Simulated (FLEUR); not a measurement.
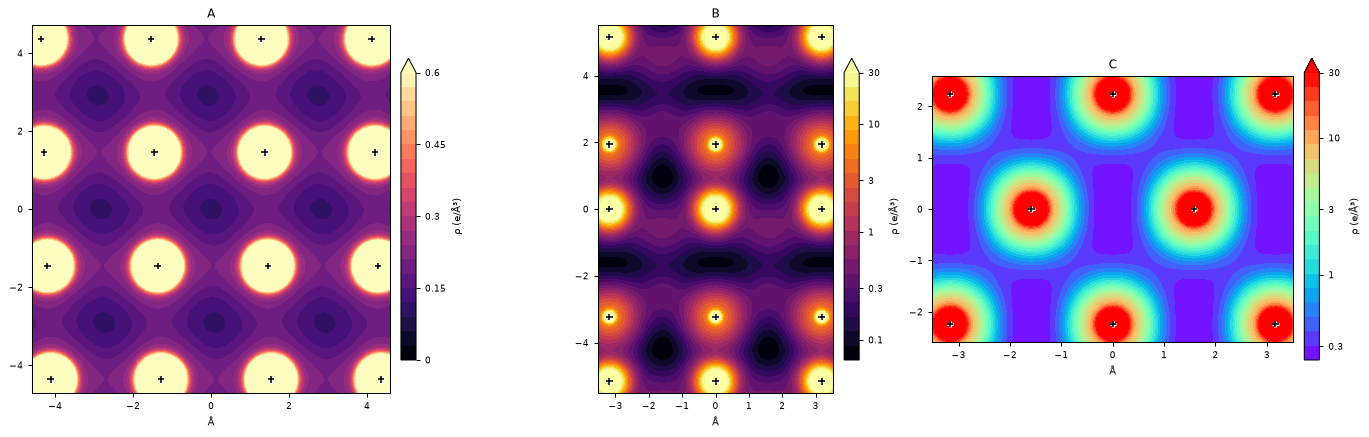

The total electron density of 3 systems, each on a plane through atoms (crosses mark nuclei in the plane).

Method: FLEUR MaX-R8.1 (later development tree), Kohn-Sham DFT of a periodic cell, PBEsol, all-electron.

System 1: Mo, the (11̄0) plane of the conventional cell. Space group Im-3m; a structure from a database of computed crystals, not necessarily the ambient phase.

```xyz
2
Lattice="3.1676 0.0000 0.0000 0.0000 3.1676 0.0000 0.0000 0.0000 3.1676" Properties=species:S:1:pos:R:3 pbc="T T T"
Mo    0.0000    0.0000    0.0000
Mo    1.5838    1.5838    1.5838
```

System 2: Al, the (101) plane of the conventional cell. Space group P-1; changed on purpose from its base cell (cell strained at random at fixed volume).

```
Al
1.0
     1.99536   -1.97750    0.05625
    -0.04789   -1.96914   -2.02685
     1.99269    0.05357   -2.03253
Al
1
Direct
  0.50000 0.50000 0.00000
```

System 3: GaN, the (010) plane of the conventional cell. Space group P6₃mc.

```
Ga N
1.0
     3.18000    0.00000    0.00000
    -1.59000    2.75396    0.00000
     0.00000    0.00000    5.16600
Ga N
2 2
Cartesian
  1.5900 0.9180 2.5830
  0.0000 1.8360 0.0000
  1.5900 0.9180 4.5203
  0.0000 1.8360 1.9373
```

Which map belongs to which system?

Answer. Panel A is system 2, Al: the plane holds Al. Al–Al (2.83 Å): ρ is about 0.21 e/Å³ halfway. Panel B is system 3, GaN: the plane holds Ga and N. Ga–N (1.94 Å): ρ at the midpoint is about 0.77 e/Å³. Panel C is system 1, Mo: the plane holds Mo. Mo–Mo (2.74 Å): the density is about 0.37 e/Å³ at the midpoint.
